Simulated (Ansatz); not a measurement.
# Two runs on TiO

System: TiO (P6₃/mmc, 4 atoms in the cell).
Method of run A: Kohn-Sham DFT of a periodic cell, PBE0, Ansatz PAW, no spin polarisation (Ansatz 0.2.0).

The structure derives from a Materials Project entry. Text and figures count atoms from 1; the logs count them from 0 in places.

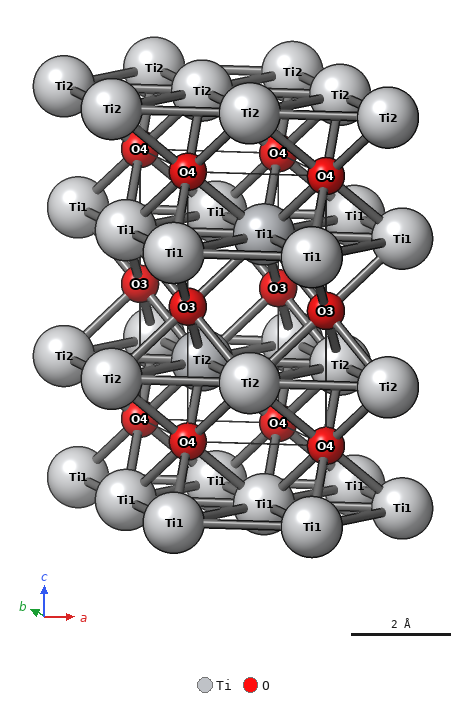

The structure as given in the input (ball-and-stick view of the cell of the calculation, seen slightly off an axis; neighbours outside the cell are drawn fainter; atoms are numbered from 1 in the order of the input). An atom can appear more than once, as a periodic image. Near neighbours in the periodic cell (some may lie outside the picture): Ti has 6 O at 2.16 Å and 6 Ti at 2.85 Å; O has 6 Ti at 2.16 Å.

**Input, run A**
```yaml
crystal:
  lattice:
    - [2.8516080131, 0.0, 0.0]
    - [-1.4258040066, 2.469564981, 0.0]
    - [0.0, 0.0, 5.567503]
  atoms:
    - { symbol: Ti, position: [0.6666666667, 0.3333333333, 0.75] }
    - { symbol: Ti, position: [0.3333333333, 0.6666666667, 0.25] }
    - { symbol: O, position: [0.0, 0.0, 0.5] }
    - { symbol: O, position: [0.0, 0.0, 0.0] }
hamiltonian:
  xc: pbe0
  pseudopotentials: { kind: paw }
kpoints:
  mp_grid: { grid: [6, 6, 4] }
scf:
  occupations: { method: fermi_dirac, width: 0.05 }
output:
  forces: true
  stress: true
  eigenvalues: true
relax:
  f_tol: 0.01
  max_steps: 40
  cell: { stress_tol: 0.05 }
```

Hardware: 1 × NVIDIA H100 80GB HBM3, 2 threads of AMD EPYC (Zen 3), 1656 GiB of memory available, shared host.

**Output, shortened to warnings, some set-up lines, iterations and results (run A)**
```
Basis set: ecut = 420 eV, 799 PW (Γ), exchange–correlation on 40×40×80 points (8 copies of the dense FFT grid, shifted against one another)
Symmetry: 24 space group operations
k-points: 21 of 144
Initial density: superposition of atomic densities (neutral atoms: chi_scale 0, normalization atom), corrected by the library's trained network
[...]
SCF iter   1: F=—  HF=-6138.949592 eV  |F-HF|=—  |Δ(HF+E_count)|=         —  Δρ=1.28e-2  dr2=2.11e-2  ethr=1.77e-3  ⟨swp⟩=4.5  Hψ=1823  notcnv=0
SCF iter   2: F=—  HF=-6138.950522 eV  |F-HF|=—  |Δ(HF+E_count)|=   9.30e-4  Δρ=7.25e-3  dr2=8.09e-3  ethr=5.85e-5  ⟨swp⟩=2.3  Hψ=924  notcnv=0
SCF iter   3: F=—  HF=-6138.951147 eV  |F-HF|=—  |Δ(HF+E_count)|=   6.25e-4  Δρ=1.01e-3  dr2=2.79e-4  ethr=7.72e-7  ⟨swp⟩=4.6  Hψ=2125  notcnv=0
SCF iter   4: F=—  HF=-6138.951154 eV  |F-HF|=—  |Δ(HF+E_count)|=   7.15e-6  Δρ=4.43e-4  dr2=6.73e-5  ethr=7.72e-7  ⟨swp⟩=3.3  Hψ=1062  notcnv=0
SCF iter   5: F=—  HF=-6138.951139 eV  |F-HF|=—  |Δ(HF+E_count)|=   1.51e-5  Δρ=1.32e-4  dr2=4.25e-6  ethr=1.87e-7  ⟨swp⟩=4.0  Hψ=1104  notcnv=0
[... 142 lines ...]
SCF 22 converged in 6 iterations: F = -6138.212030 eV  dr2 = 9.75e-12
SCF iter   1: F=—  HF=-6138.212030 eV  |F-HF|=—  |Δ(HF+E_count)|=         —  Δρ=1.32e-6  dr2=4.97e-10  ethr=1.84e-11  ⟨swp⟩=12.2  Hψ=1648  notcnv=0
SCF iter   2: F=-6138.212030 eV  HF=-6138.212030 eV  |F-HF|=9.09e-13  |Δ(HF+E_count)|=  1.49e-10  Δρ=9.46e-8  dr2=6.57e-12  ethr=1.36e-12  ⟨swp⟩=3.9  Hψ=1080  notcnv=0
SCF 23 converged in 2 iterations: F = -6138.212030 eV  dr2 = 6.57e-12
relax step   7: F+E_penalty+E_count = -6138.21202997 eV  Δ(F+E_penalty+E_count) = +2.573e-4 eV  max|allowed force component| = 1.249e-16 eV/Å  Δτ_max = 0.0000 Å  P = +0.004 …
basis re-selected at this cell: Δ(F+E_penalty+E_count) = +2.573e-4 eV, ΔP = -0.002 GPa vs the last step (what re-selecting the basis moved, of the pressure what is left beyond the Pulay correction that the steps carried, after the strain that the cell walked since its last selection, with what the …
hybrid SCF converged: 2 outer / 8 inner (+0 warm-up), last move |dexx| = 9.86e-11 eV, tail = 1.42e-11 eV
Stability not checked: this state was not tested for a lower state beside it, because the functional holds exact exchange (a hybrid, or Hartree-Fock), whose exchange loop this test does not read (fock_operator; see scf.lower_state_search)
Free energy (F): -6138.212030 eV
Frozen-core exchange: fock
Harris-Foulkes:  -6138.212030 eV  (|F-HF|=9.09e-13)
Internal energy: -6138.212029 eV  (E = F + TS)
E sigma→0 (E₀):  -6138.212029 eV
Entropy (-TS):   -0.000001 eV (-0.000 meV/atom)
Fermi energy:    17.635408 eV
--- Per-component energies (eV) ---
  E_band       = -278.848249
  E_kinetic    = 907.876778
  E_local      = -1743.472514  (includes V_loc(G=0)·N_el)
  E_nonlocal   = 105.559116
  E_hartree    = 696.678484
  E_xc         = -268.449339
  E_vxc        = -338.954361  (∫ρ·V_xc dr)
  E_exx        = -133.998708  (= α·E_x^exact, valence–valence)
  E_paw        = -2354.917448  (= ΣΔE_a)
  E_vpaw       = -335.221764  (= ΣTr[D̂ρ^β])
  E_aug_tail   = 0.004928  (compensation charges beyond the density's cutoff)
  E_ewald      = -3347.107659
  E_core_change = -0.385667  (= ΣΔE_core)
  E_smearing   = -0.000001  (= −TS)
  E_closure    = -0.000000  (closes the sum)
  Σ components = -6138.212030   (vs F -6138.212030, Δ=-1.82e-12)
--- Forces (eV/Å), atoms counted from 1 ---
  atom   1  Ti     0.00000000     0.00000000    -0.00000000
  atom   2  Ti    -0.00000000    -0.00000000     0.00000000
  atom   3  O     -0.00000000     0.00000000     0.00000000
  atom   4  O     -0.00000000    -0.00000000    -0.00000000
  max |Σ_I F_I| component: 1.85e-17 eV/Å
--- Stress (GPa, compression-positive) ---
        0.005216       0.000000       0.000000
        0.000000       0.005216       0.000000
        0.000000       0.000000       0.000671
  P = ⅓ Tr σ = 0.0037 GPa (0.037 kbar)
--- Relaxed structure (5 steps of the walk, 5 accepted, 2 SCFs on fresh bases) ---
[...]
```

The input of run B differs as follows (lines with − go, lines with + come):
```diff
-  xc: pbe0
+  xc: hse06
```

Predict how the results change.

The total energies belong to different methods, so their difference says nothing on which is more stable or more accurate. The gap on the mesh goes from 0.99 to 0.35 eV. The functional changes from PBE0 to HSE06.

**Output, shortened to warnings, some set-up lines, iterations and results (run B)**
```
Basis set: ecut = 420 eV, 799 PW (Γ), exchange–correlation on 40×40×80 points (8 copies of the dense FFT grid, shifted against one another)
Symmetry: 24 space group operations
k-points: 21 of 144
Initial density: superposition of atomic densities (neutral atoms: chi_scale 0, normalization atom), corrected by the library's trained network
[...]
SCF iter   1: F=—  HF=-6138.950652 eV  |F-HF|=—  |Δ(HF+E_count)|=         —  Δρ=1.28e-2  dr2=2.11e-2  ethr=1.77e-3  ⟨swp⟩=4.5  Hψ=1823  notcnv=0
SCF iter   2: F=—  HF=-6138.951569 eV  |F-HF|=—  |Δ(HF+E_count)|=   9.18e-4  Δρ=7.25e-3  dr2=8.10e-3  ethr=5.86e-5  ⟨swp⟩=2.3  Hψ=924  notcnv=0
SCF iter   3: F=—  HF=-6138.952187 eV  |F-HF|=—  |Δ(HF+E_count)|=   6.18e-4  Δρ=1.01e-3  dr2=2.79e-4  ethr=7.72e-7  ⟨swp⟩=4.6  Hψ=2126  notcnv=0
SCF iter   4: F=—  HF=-6138.952194 eV  |F-HF|=—  |Δ(HF+E_count)|=   7.23e-6  Δρ=4.46e-4  dr2=6.83e-5  ethr=7.72e-7  ⟨swp⟩=3.3  Hψ=1068  notcnv=0
SCF iter   5: F=—  HF=-6138.952179 eV  |F-HF|=—  |Δ(HF+E_count)|=   1.53e-5  Δρ=1.32e-4  dr2=4.24e-6  ethr=1.90e-7  ⟨swp⟩=4.0  Hψ=1101  notcnv=0
[... 126 lines ...]
SCF 20 converged in 6 iterations: F = -6137.574882 eV  dr2 = 4.52e-12
SCF iter   1: F=—  HF=-6137.574882 eV  |F-HF|=—  |Δ(HF+E_count)|=         —  Δρ=5.57e-7  dr2=8.32e-11  ethr=2.29e-12  ⟨swp⟩=12.6  Hψ=1728  notcnv=0
SCF iter   2: F=-6137.574882 eV  HF=-6137.574882 eV  |F-HF|=9.09e-13  |Δ(HF+E_count)|=  2.55e-11  Δρ=7.48e-8  dr2=2.48e-12  ethr=1.00e-12  ⟨swp⟩=2.1  Hψ=846  notcnv=0
SCF 21 converged in 2 iterations: F = -6137.574882 eV  dr2 = 2.48e-12
relax step   7: F+E_penalty+E_count = -6137.57488165 eV  Δ(F+E_penalty+E_count) = +1.232e-4 eV  max|allowed force component| = 5.551e-17 eV/Å  Δτ_max = 0.0000 Å  P = +0.003 …
basis re-selected at this cell: Δ(F+E_penalty+E_count) = +1.232e-4 eV, ΔP = -0.003 GPa vs the last step (what re-selecting the basis moved, of the pressure what is left beyond the Pulay correction that the steps carried, after the strain that the cell walked since its last selection, with what the …
hybrid SCF converged: 2 outer / 8 inner (+0 warm-up), last move |dexx| = 1.38e-11 eV, tail = 5.26e-12 eV
Stability not checked: this state was not tested for a lower state beside it, because the functional holds exact exchange (a hybrid, or Hartree-Fock), whose exchange loop this test does not read (fock_operator; see scf.lower_state_search)
Free energy (F): -6137.574882 eV
Frozen-core exchange: fock
Harris-Foulkes:  -6137.574882 eV  (|F-HF|=9.09e-13)
Internal energy: -6137.574473 eV  (E = F + TS)
E sigma→0 (E₀):  -6137.574677 eV
Entropy (-TS):   -0.000409 eV (-0.102 meV/atom)
Fermi energy:    17.631860 eV
--- Per-component energies (eV) ---
  E_band       = -263.782035
  E_kinetic    = 907.879504
  E_local      = -1743.370432  (includes V_loc(G=0)·N_el)
  E_nonlocal   = 105.385656
  E_hartree    = 696.876592
  E_xc         = -279.199675
  E_vxc        = -349.642269  (∫ρ·V_xc dr)
  E_exx        = -119.055776  (= α·E_x^exact, valence–valence)
  E_paw        = -2358.491168  (= ΣΔE_a)
  E_vpaw       = -339.681053  (= ΣTr[D̂ρ^β])
  E_aug_tail   = 0.004919  (compensation charges beyond the density's cutoff)
  E_ewald      = -3347.206895
  E_core_change = -0.397196  (= ΣΔE_core)
  E_smearing   = -0.000409  (= −TS)
  E_closure    = -0.000001  (closes the sum)
  Σ components = -6137.574882   (vs F -6137.574882, Δ=0.00e0)
--- Forces (eV/Å), atoms counted from 1 ---
  atom   1  Ti    -0.00000000     0.00000000     0.00000000
  atom   2  Ti     0.00000000    -0.00000000     0.00000000
  atom   3  O      0.00000000     0.00000000     0.00000000
  atom   4  O      0.00000000     0.00000000     0.00000000
  max |Σ_I F_I| component: 2.48e-24 eV/Å
--- Stress (GPa, compression-positive) ---
        0.005736       0.000000       0.000000
       -0.000000       0.005736       0.000000
        0.000000       0.000000      -0.001295
  P = ⅓ Tr σ = 0.0034 GPa (0.034 kbar)
--- Relaxed structure (5 steps of the walk, 5 accepted, 2 SCFs on fresh bases) ---
[...]
```

**The two runs side by side**

| quantity | run A | run B |
| --- | --- | --- |
| outcome | converged | converged |
| free energy per atom (eV) | −1534.5530 | −1534.3937 |
| gap on the mesh (eV) | 0.99 | 0.35 |
| pressure (GPa) | 0.00 | 0.00 |
| largest force (eV/Å) | 0.000 | 0.000 |
| irreducible k-points | 21 | 21 |
| wall time (shared host) | 2.1 min | 1.9 min |
